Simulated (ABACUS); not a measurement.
**A series of single points on NaF**

System: NaF (2 atoms in the cell).
Method: Kohn-Sham DFT of a periodic cell, PBE, PseudoDojo NC SR 0.4.1 PBE standard, no spin polarisation (ABACUS 3.10.1).

The 7 runs differ only in the geometry, by an even scaling of the cell at fixed fractional positions. The structure derives from an entry of the Crystallography Open Database.

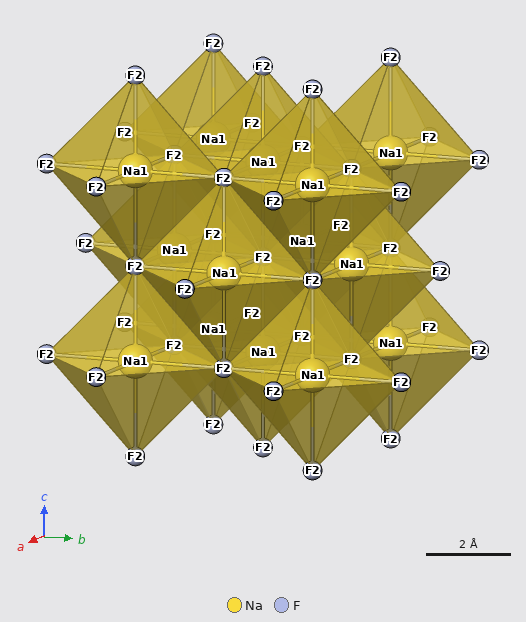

Figure 1. The structure of run 4 (polyhedral view of the cell 4 times as large as that of the calculation, set on its symmetry axes, seen slightly off an axis; polyhedra are completed across the faces of the cell; atoms are numbered from 1 in the order of the input).

## Input of run 4
```
INPUT_PARAMETERS
suffix              NaF
calculation         scf
basis_type          lcao
pseudo_dir          ./
orbital_dir         ./
symmetry            1
dft_functional      pbe
ecutwfc             100
pseudo_rcut         10
nspin               1
nbands              12
ks_solver           genelpa
smearing_method     fd
smearing_sigma      0.00367493
scf_thr             1e-07
scf_nmax            100
mixing_type         broyden
mixing_beta         0.7
cal_force           1
cal_stress          1
out_mul             1
```

## File STRU of run 4
```
ATOMIC_SPECIES
Na 22.9898 Na.upf
F 18.9984 F.upf

NUMERICAL_ORBITAL
Na_confined-atom_9au_3s2p1d.orb
F_confined-atom_6au_2s2p1d.orb

LATTICE_CONSTANT
1.8897261246

LATTICE_VECTORS
0.0000000000 2.3200000000 2.3200000000
2.3200000000 0.0000000000 2.3200000000
2.3200000000 2.3200000000 0.0000000000

ATOMIC_POSITIONS
Direct

Na
0.0
1
0.0000000000 0.0000000000 0.0000000000 1 1 1

F
0.0
1
0.5000000000 0.5000000000 0.5000000000 1 1 1
```

## File KPT of run 4
```
K_POINTS
0
Gamma
10 10 10 0 0 0
```

Command:
```bash
OMP_NUM_THREADS=1 mpirun -np 4 abacus > log
```

Run 3 differs from it as follows:
```diff
-0.0000000000 2.3200000000 2.3200000000
-2.3200000000 0.0000000000 2.3200000000
-2.3200000000 2.3200000000 0.0000000000
+0.0000000000 2.3044290610 2.3044290610
+2.3044290610 0.0000000000 2.3044290610
+2.3044290610 2.3044290610 0.0000000000
```

## Results, with one run withheld

```tsv
run	volume per atom (Å³)	free energy per atom, from the lowest run given (meV)	pressure (GPa)	gap on the mesh (eV)
1	11.738	20.40	5.78	6.64
2	11.988	12.44	4.35	6.51
3	12.237	?	?	?
4	12.487	2.84	1.93	6.27
5	12.737	0.59	0.90	6.16
6	12.987	0.00	−0.03	6.06
7	13.236	0.72	−0.86	5.96
```

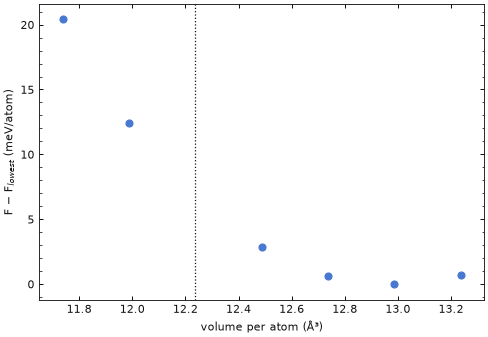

Figure 2. Free energy per atom of the runs given; the dotted line marks run 3.

Estimate the energy of run 3 from the others.

A cubic polynomial in V^(−2/3) (the Birch–Murnaghan form), fitted to the 6 runs given, misses them by at most 0.04 meV per atom. With x = V^(−2/3) − 0.18556 Å⁻², it reads F = 2.5268 + 1147.6 x + 1.3084e+05 x² + 2.5919e+05 x³ (meV per atom). At run 3 it gives 6.69 meV per atom, and the run itself gives 6.71. The slope of the fit gives a pressure −dF/dV of 3.08 GPa there, and the run prints 3.08 GPa. The fit has its minimum at 12.974 Å³ per atom, where V d²F/dV² gives 45.9 GPa: the bulk modulus at this level, since symmetry fixes the shape and the positions. The gap on the mesh goes, without turning, from 6.64 eV in run 1 to 5.96 eV in run 7; run 3 has 6.39 eV. These are gaps of this functional on this mesh, which can miss the band edges; they aren't the measured gap.

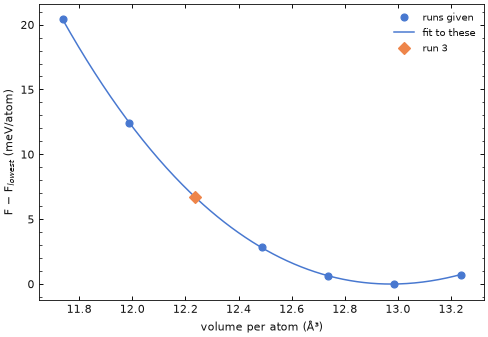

Figure 3. The fit and the withheld run.

## Some lines of the output (run 3)
```
[...]
 E_Fermi        0.1994052952         2.7130482261
 E_Fermi        0.3610110072         4.9118067389
 E_Fermi        0.1983001018         2.6980112978
 E_Fermi        0.2013285692         2.7392157117
 E_Fermi        0.2012745176         2.7384803014
 E_Fermi        0.2013233335         2.7391444760
 E_Fermi        0.2013211821         2.7391152041
 E_Fermi        0.2013219586         2.7391257694
 E_KS(sigma->0) -140.9621884524      -1917.8889655022
 E_Fermi        0.2013220612         2.7391271653
 final etot is -1917.8889655 eV
 EFERMI = 2.7391271653 eV
 TOTAL-PRESSURE: 30.757445 KBAR
 !FINAL_ETOT_IS -1917.8889655022449006 eV
```

Notes: Points of doubt noted for this run: home made orbitals.
